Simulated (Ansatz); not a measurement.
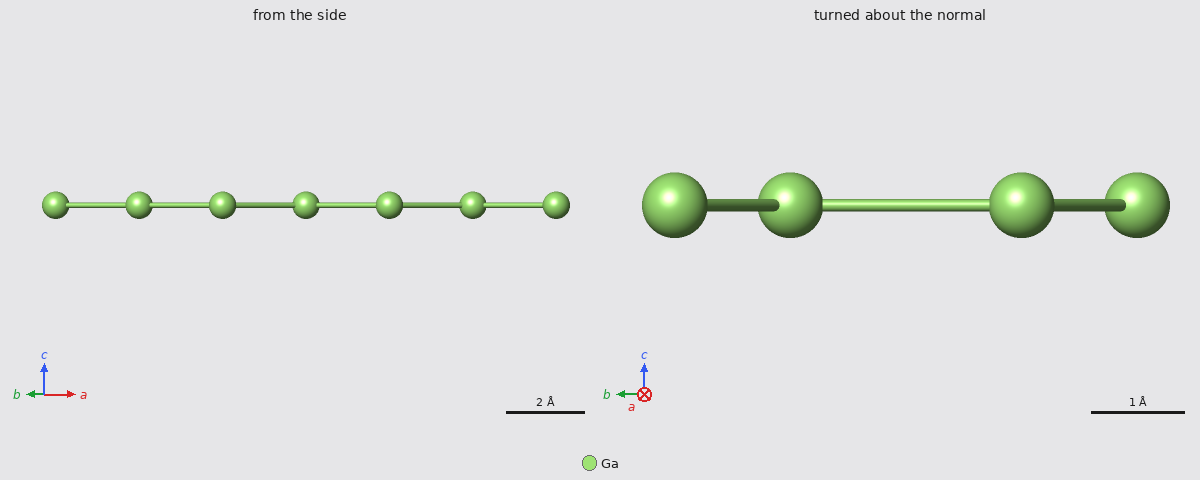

A ball-and-stick picture of a periodic sheet, seen from the side and turned about the normal. The surface normal points up in side views; the vacuum is left out. 3×2 cells are drawn in the plane, with atoms at the edges repeated.

The cell holds 2 Ga.

> How far apart are the outermost atoms along the normal?

About 0.0 Å from the lowest to the highest atom.

> How is it built?

Ga bonds to three Ga in a trigonal planar arrangement at about 2.5 Å. The bonds build Ga layers parallel to the surface.

Its origin is a structure type filled with this element by a generator (whether the element takes this form wasn't checked). The picture shows the end point of a geometry optimisation with DFT PBE, scalar-relativistic, plane waves, PAW in Ansatz 0.2.0.
